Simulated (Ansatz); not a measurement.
# A series of single points on GaSb₃

System: GaSb₃ (4 atoms in the cell).
Method: DFT PBEsol+D3(BJ), scalar-relativistic, plane waves, PAW, PAW set soft_1, no spin polarisation (Ansatz 0.2.0).

The 5 runs differ only in the geometry, by a strain of the cell at fixed fractional positions. Against run 3, the strain is εxx = η and εyy = η. The structure derives from a Materials Project entry.

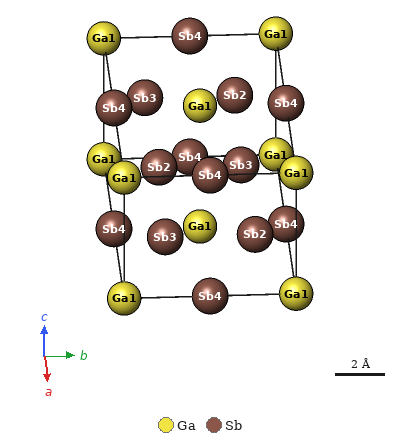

Figure 1. The structure of run 3 (spheres-only view of the cell 2 times as large as that of the calculation, set on its symmetry axes, seen at an oblique angle; atoms are numbered from 1 in the order of the input).

**Input of run 3**
```yaml
crystal:
  lattice:
    - [0.0, 3.6334637421, 3.5857729617]
    - [3.6334637421, 0.0, 3.5857729617]
    - [3.6334637421, 3.6334637421, 0.0]
  atoms:
    - { symbol: Ga, position: [0.0, 0.0, 0.0] }
    - { symbol: Sb, position: [0.2614340758, 0.2385659242, 0.2385659242] }
    - { symbol: Sb, position: [0.7385659242, 0.7614340758, 0.7614340758] }
    - { symbol: Sb, position: [0.5, 0.5, 0.5] }
basis:
  ecutwfc: 420
kpoints:
  mp_grid: { grid: [10, 10, 10] }
hamiltonian:
  xc: pbesol
  pseudopotentials: { kind: paw, azcp: { folder: soft_1 } }
  dispersion: d3bj
scf:
  occupations: { method: gaussian, width: 0.15 }
output:
  forces: true
  stress: true
  eigenvalues: true
```

Command:
```bash
ansatz run input.yaml --threads 2 --pin off --max-ram 4096MiB --backend cpu --events-out ev --progress --plain --runs-dir out
```

Run 4 differs from it as follows:
```diff
-    - [0.0, 3.6334637421, 3.5857729617]
-    - [3.6334637421, 0.0, 3.5857729617]
-    - [3.6334637421, 3.6334637421, 0.0]
+    - [0.0, 3.6815130998, 3.5857729617]
+    - [3.6815130998, 0.0, 3.5857729617]
+    - [3.6815130998, 3.6815130998, 0.0]
```

**Results, with one run withheld**

| run | strain parameter η (%) | free energy per atom, from the lowest run given (meV) | pressure (GPa) |
| --- | --- | --- | --- |
| 1 | −2.6251 | 5.71 | 2.44 |
| 2 | −1.3125 | 0.00 | 0.29 |
| 3 | 0.0000 | 2.82 | −1.53 |
| 4 | 1.3224 | ? | ? |
| 5 | 2.6350 | 28.83 | −4.44 |

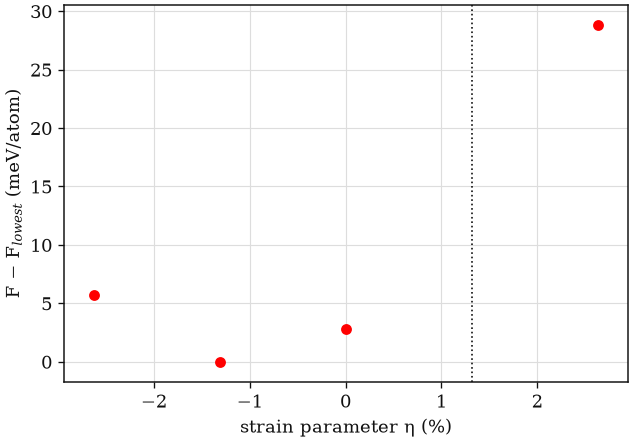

Figure 2. Free energy per atom of the runs given; the dotted line marks run 4.

Estimate the energy of run 4 from the others.

A quadratic polynomial in the coordinate, fitted to the 4 runs given, misses them by at most 0.39 meV per atom. With x = η + 0.3257, it reads F = 1.3153 + 3.0298 x + 2.1211 x² (meV per atom). At run 4 it gives 12.07 meV per atom, and the run itself gives 12.85. The fit has its minimum at η = −1.0399 %. So low a polynomial doesn't follow these energies more closely.

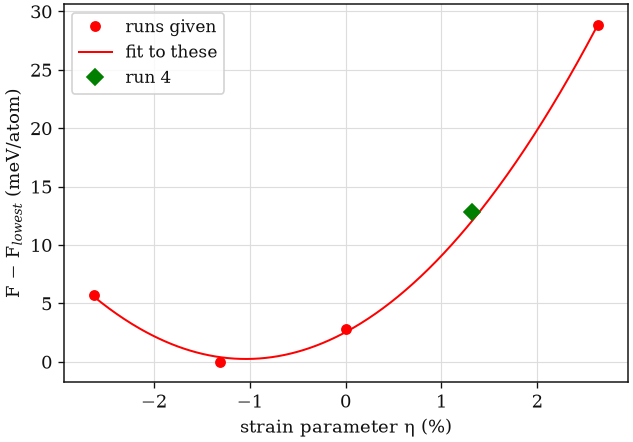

Figure 3. The fit and the withheld run.

**Output, shortened to warnings, some set-up lines, iterations and results (run 4)**
```
Warning: [file] the record states the generating functional pbe (its physics header spells it `PBE`), which answers neither for hamiltonian.xc's functional nor for the pbesol family's — results may be inconsistent (PPs are generated against a specific XC)
Warning: [file] the record states the generating functional pbe (its physics header spells it `PBE`), which answers neither for hamiltonian.xc's functional nor for the pbesol family's — results may be inconsistent (PPs are generated against a specific XC)
Basis set: ecut = 420 eV, 1891 PW (Γ), exchange–correlation on 72×72×72 points (8 copies of the dense FFT grid, shifted against one another)
Symmetry: 4 space group operations
k-points: 282 of 1000
Initial density: superposition of atomic densities (chi_scale 0.1, normalization cell, long waves kept (reshape's long-wave potential 0.00 eV rms))
[...]
SCF iter   1: F=—  HF=-22969.114454 eV  |F-HF|=—  |Δ(HF+E_count)|=         —  Δρ=1.90e-2  dr2=5.96e-1  ethr=3.10e-3  ⟨swp⟩=8.0  Hψ=42461  notcnv=0
SCF iter   2: F=—  HF=-22968.983842 eV  |F-HF|=—  |Δ(HF+E_count)|=   1.31e-1  Δρ=1.08e-2  dr2=2.25e-1  ethr=1.03e-3  ⟨swp⟩=2.0  Hψ=13049  notcnv=0  defer=197
SCF iter   3: F=—  HF=-22968.912375 eV  |F-HF|=—  |Δ(HF+E_count)|=   7.15e-2  Δρ=3.58e-3  dr2=1.54e-2  ethr=3.87e-4  ⟨swp⟩=2.0  Hψ=14929  notcnv=0  defer=198
SCF iter   4: F=—  HF=-22968.900016 eV  |F-HF|=—  |Δ(HF+E_count)|=   1.24e-2  Δρ=1.08e-3  dr2=7.35e-4  ethr=2.65e-5  ⟨swp⟩=2.0  Hψ=13535  notcnv=0  defer=199
SCF iter   5: F=—  HF=-22968.900236 eV  |F-HF|=—  |Δ(HF+E_count)|=   2.20e-4  Δρ=2.81e-4  dr2=4.74e-5  ethr=1.27e-6  ⟨swp⟩=3.0  Hψ=18846  notcnv=0  defer=206
SCF iter   6: F=—  HF=-22968.900216 eV  |F-HF|=—  |Δ(HF+E_count)|=   1.98e-5  Δρ=5.50e-5  dr2=2.15e-6  ethr=8.17e-8  ⟨swp⟩=3.0  Hψ=18595  notcnv=0  defer=314
SCF iter   7: F=—  HF=-22968.900217 eV  |F-HF|=—  |Δ(HF+E_count)|=   1.31e-6  Δρ=1.98e-5  dr2=3.70e-7  ethr=3.71e-9  ⟨swp⟩=2.0  Hψ=17756  notcnv=0  defer=314
SCF iter   8: F=-22968.900217 eV  HF=-22968.900217 eV  |F-HF|=9.03e-9  |Δ(HF+E_count)|=   2.86e-8  Δρ=4.02e-6  dr2=1.82e-8  ethr=1.72e-10  ⟨swp⟩=10.2  Hψ=49692  notcnv=0
SCF 1 converged in 8 iterations: F = -22968.900217 eV  dr2 = 1.82e-8
SCF converged after 8 iterations
Free energy (F): -22968.900217 eV
Harris-Foulkes:  -22968.900217 eV  (|F-HF|=9.03e-9)
Internal energy: -22968.878519 eV  (E = F + TS)
E sigma→0 (E₀):  -22968.889368 eV
Entropy (-TS):   -0.021698 eV (-5.424 meV/atom)
Fermi energy:    11.721604 eV
--- Per-component energies (eV) ---
  E_band       = -435.997696
  E_kinetic    = 600.266058
  E_local      = -5467.582977  (includes V_loc(G=0)·N_el)
  E_nonlocal   = 1074.585089
  E_hartree    = 2573.077250
  E_xc         = -360.250003
  E_vxc        = -331.623986  (∫ρ·V_xc dr)
  E_paw        = -15343.573577  (= ΣΔE_a)
  E_vpaw       = -1457.800724  (= ΣTr[D̂ρ^β])
  E_aug_tail   = 0.000198  (compensation charges beyond the density's cutoff)
  E_ewald      = -6045.391689
  E_disp       = -1.867412  (pairwise vdW)
  E_core_change = 1.858544  (= ΣΔE_core)
  E_smearing   = -0.021698  (= −TS)
  E_closure    = -0.000000  (closes the sum)
  Σ components = -22968.900217   (vs F -22968.900217, Δ=0.00e0)
--- Forces (eV/Å), atoms counted from 1 ---
  atom   1  Ga     0.00000000     0.00000000     0.00000000
  atom   2  Sb     0.23697321     0.00000000     0.00000000
  atom   3  Sb    -0.23697321     0.00000000     0.00000000
  atom   4  Sb     0.00000000     0.00000000     0.00000000
  max |Σ_I F_I| component: 2.78e-17 eV/Å
--- Stress (GPa, compression-positive) ---
       -3.290304       0.000000       0.000000
        0.000000      -3.391862      -0.642609
        0.000000      -0.642609      -2.626431
  P = ⅓ Tr σ = -3.1029 GPa (-31.029 kbar)
```

The program warns: the PAW datasets were made with another functional.
